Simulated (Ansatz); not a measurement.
System: fluorite-type PbF2, space group Fm-3m, 3 atoms in the primitive cell.

```
Pb F
1.0
     0.00000    2.96366    2.96366
     2.96366    0.00000    2.96366
     2.96366    2.96366    0.00000
Pb F
1 2
Direct
  0.00000 0.00000 0.00000
  0.75000 0.75000 0.75000
  0.25000 0.25000 0.25000
```

Method: PBEsol, Ansatz PAW, no spin polarisation, no spin-orbit coupling, 8×8×8 k mesh, 420 eV cutoff (Ansatz 0.2.0).

Predict the main features of the band structure. The path is Γ–X–W–K–Γ–L–U–W–L–K|U–X.

The bands leave a gap. The gap along this path is 4.31 eV and indirect, from the valence-band top at W to the conduction-band bottom at X; the smallest direct gap is 4.46 eV, at X. At L the top valence band lies only 0.03 eV lower. The top valence level at W is a single band, not degenerate (spin aside). The top valence band spans 2.0 eV and the lowest conduction band 2.4 eV. The direct gaps are 8.66 eV at Γ, 4.46 eV at X and 4.97 eV at L.

Spin-orbit coupling is left out, which matters for Pb. The PAW data sets were made with another functional.

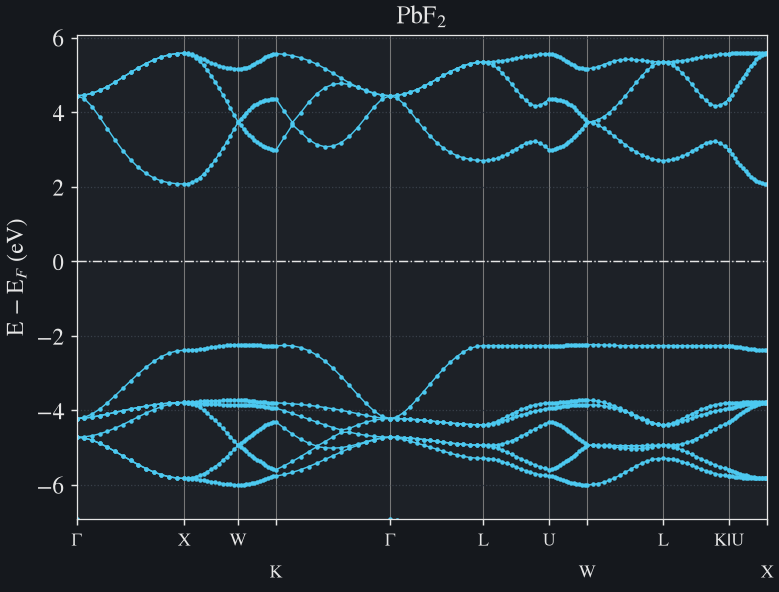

Band structure. Energies are counted from the Fermi level.
